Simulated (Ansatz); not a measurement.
System: Ta.

```xyz
16
Lattice="0.0000 -6.5610 0.0000 0.0000 0.0000 -6.5610 6.5610 0.0000 0.0000" Properties=species:S:1:pos:R:3 pbc="T T T"
Ta    0.1200    0.0000    0.0000
Ta    3.4005   -3.2805   -3.2805
Ta    1.6403   -4.9208   -1.6403
Ta    4.9208   -1.6403   -4.9208
Ta    1.6403   -1.6403   -4.9208
Ta    4.9208   -4.9208   -1.6403
Ta    3.2805    0.0000    0.0000
Ta    0.0000   -3.2805   -3.2805
Ta    4.9208   -1.6403   -1.6403
Ta    1.6403   -4.9208   -4.9208
Ta    0.0000    0.0000   -3.2805
Ta    3.2805   -3.2805    0.0000
Ta    0.0000   -3.2805    0.0000
Ta    3.2805    0.0000   -3.2805
Ta    1.6403   -1.6403   -1.6403
Ta    4.9208   -4.9208   -4.9208
```

Space group I4mm; changed on purpose from its base cell (atom 1 (Ta) moved -0.120 A towards its neighbour atom 4 (Ta) at 3.281 A); not relaxed (largest force 1.3 eV/Å).

Level of theory: Ansatz 0.2.0, DFT PBEsol, scalar-relativistic, plane waves, PAW.

**What can the converged valence pseudo-density and electron localisation function tell about the bonding?**

Ta–Ta (2.84 Å): ρ is about 0.31 e/Å³ halfway; the ELF is about 0.30 at the midpoint (no shared electron pair shows on this line).

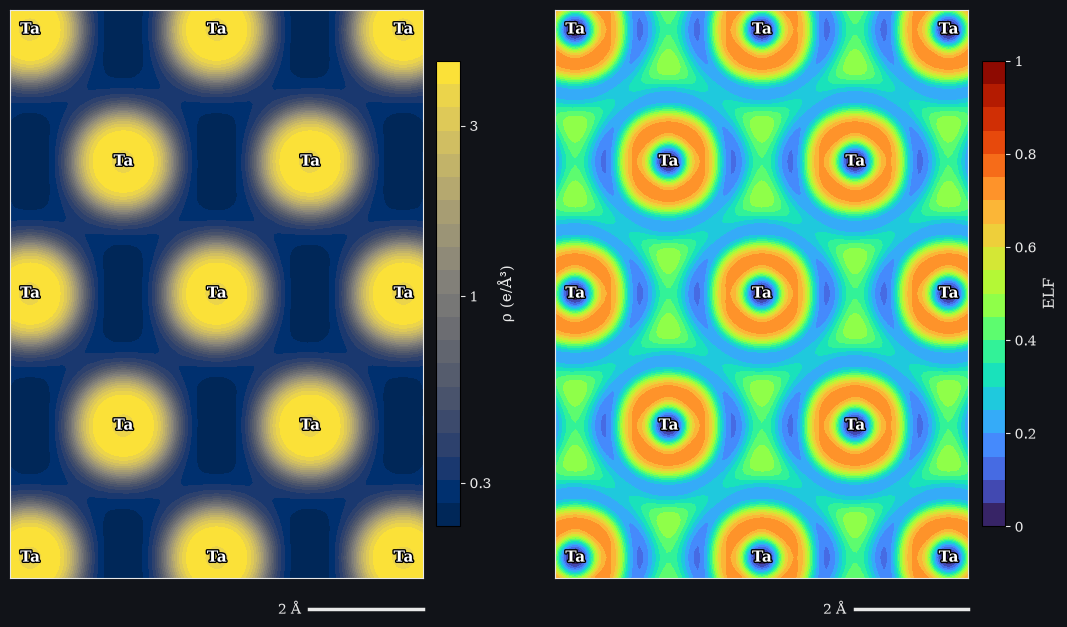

Computed valence pseudo-density and electron localisation function on the (110) plane of the conventional cell, in this order. 

In a PAW calculation such maps are meaningful between the atoms, not at the nuclei.
